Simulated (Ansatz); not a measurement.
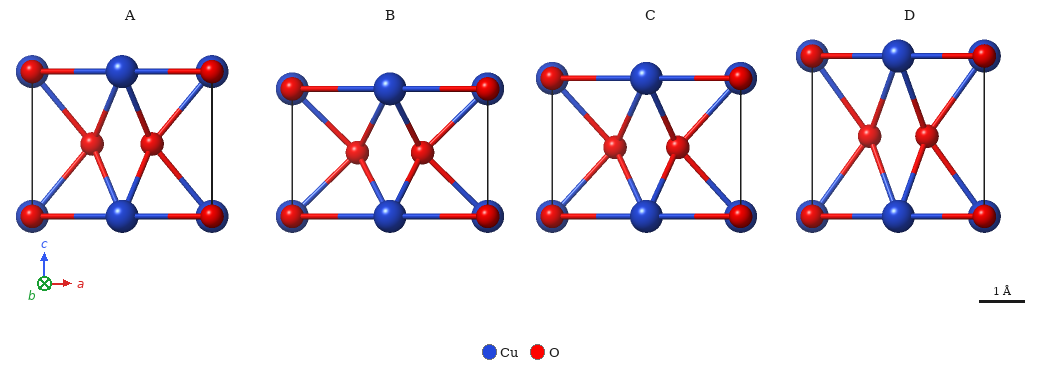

4 geometries from one relaxation of solid CuO (built on the CoSn type) (coarse preliminary run), in shuffled order. The picture is a ball-and-stick view of the cell of the calculation, seen along the b axis.

Case: CoSn type (P6/mmm, No. 191).

The calculation used Ansatz, DFT PBE, scalar-relativistic, plane waves, PAW. Set-up: plane-wave cutoff 420 eV; k-point mesh 6 × 6 × 6; occupations gaussian; smearing width 0.1 eV; collinear spin; cell and atoms relaxed; force threshold 0.04 eV/Å; at most 70 steps.

> Order the frames from highest to lowest energy.

D, A, C, B. They are steps 0, 2, 3, 10, at +382 meV per atom, +127 meV per atom, +54.0 meV per atom relative to the last. Over 8 accepted moves (10 points after the start) the energy falls by 382 meV per atom. All forces vanish by symmetry, so only the cell relaxes. Pressure: 5.39 GPa at the start and 0.12 GPa at the end. The SCF was repeated twice at an unchanged geometry on a basis and grid sized afresh for the cell, which shifted the energy by 22.0 meV per atom at most. The atoms keep their places relative to the cell (all moves are under 0.005 Å). Cell: a = b 4.483 → 5.091 Å (+13.6 %), c 3.617 → 2.876 Å (−20.5 %). Volume +2.6 %. Some distances before and after: Cu–O 2.241 → 2.546 Å, Cu–Cu 2.241 → 2.546 Å, Cu–O 2.224 → 2.056 Å. Among the angles between lasting bonds that change: Cu–O–Cu 108.8° → 88.7°, Cu–O–Cu 60.5° → 76.5°, Cu–O–Cu 146.2° → 138.1°. The space group stays P6/mmm (No. 191). The program noted that the starting moments weren't kept. The run may lie on a higher electronic state than the lowest, so the end point isn't shown to be the ground-state structure. Cost: 3.8 min on 1 thread of Arm Neoverse V1 (shared host), peak memory 0.42 GiB.
